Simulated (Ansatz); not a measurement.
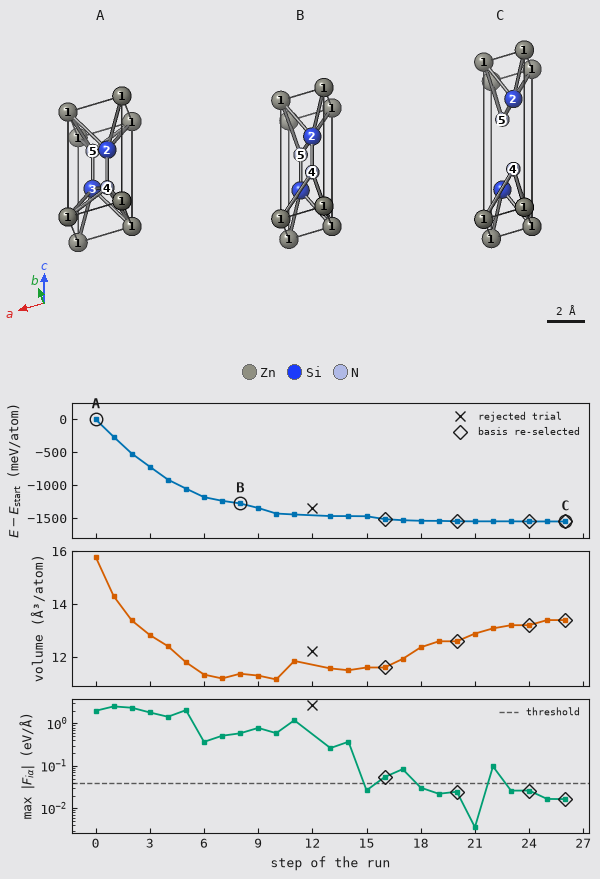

Frames of a relaxation of solid ZnSi2N2 (a generated structure, set up in P-3m1) (coarse preliminary run), marked on the history of the run. Style: ball-and-stick. Shown: the cell of the calculation, from a free direction.

Level of theory: DFT PBE, scalar-relativistic, plane waves, PAW in Ansatz.

Input file:
```yaml
crystal:
  lattice:
    - [3.81248708, 0.0, 0.0]
    - [-1.90624354, 3.30171067, 0.0]
    - [0.0, 0.0, 6.27180292]
  atoms:
    - { symbol: Zn, position: [0.0, 0.0, 0.0] }
    - { symbol: Si, position: [0.33333333, 0.66666667, 0.62] }
    - { symbol: Si, position: [0.66666667, 0.33333333, 0.38] }
    - { symbol: "N", position: [0.33333333, 0.66666667, 0.25999999] }
    - { symbol: "N", position: [0.66666667, 0.33333333, 0.74000001] }
basis:
  ecutwfc: 420
kpoints:
  mp_grid: { grid: [6, 6, 4] }
hamiltonian:
  xc: pbe
scf:
  occupations: { method: gaussian, width: 0.1 }
  lower_state_search: "off"
output:
  forces: true
  stress: true
  eigenvalues: true
relax:
  adjacent_minimum: "off"
  f_tol: 0.04
  max_steps: 70
  cell: { stress_tol: 0.4 }
```

Launched with:
```bash
ansatz run input.yaml --threads 1 --pin off --max-ram 2560MiB --backend cpu --events-out ev --progress --plain --runs-dir out
```

### What happens along the run?

After 21 accepted moves (26 points after the start) the energy has fallen by 1547 meV per atom. Largest force component: 2 eV/Å at the start, 0.017 eV/Å at the end. The pressure goes from −13.41 to −0.05 GPa. The line search rejected the trial step at point 12 of the run. The SCF was repeated 4 times at an unchanged geometry on a basis and grid sized afresh for the cell, which shifted the energy by 43.6 meV per atom at most. The largest moves relative to the cell, 1.27 Å, are those of Si2 and Si3. Si2 goes along +c. By element the largest moves are Si 1.27 Å, N 0.46 Å. Zn stays in place. The drawn cell changes as follows: a = b 3.812 → 2.870 Å (−24.7 %), c 6.272 → 9.396 Å (+49.8 %); the volume changes by −15.1 %. Some distances before and after: Si2–Si3 2.667 → 5.076 Å, Si2–N4 2.258 → 4.191 Å, Si2–Si2 3.812 → 2.870 Å, Zn1–N4 2.739 → 3.345 Å. The space group stays P-3m1 (No. 164). From step 0 to 8: N atoms move most (0.85 Å), volume −28.0 %, energy −1274 meV per atom. From step 8 to 26: Si atoms move most (0.70 Å), volume +17.8 %, energy −273 meV per atom.
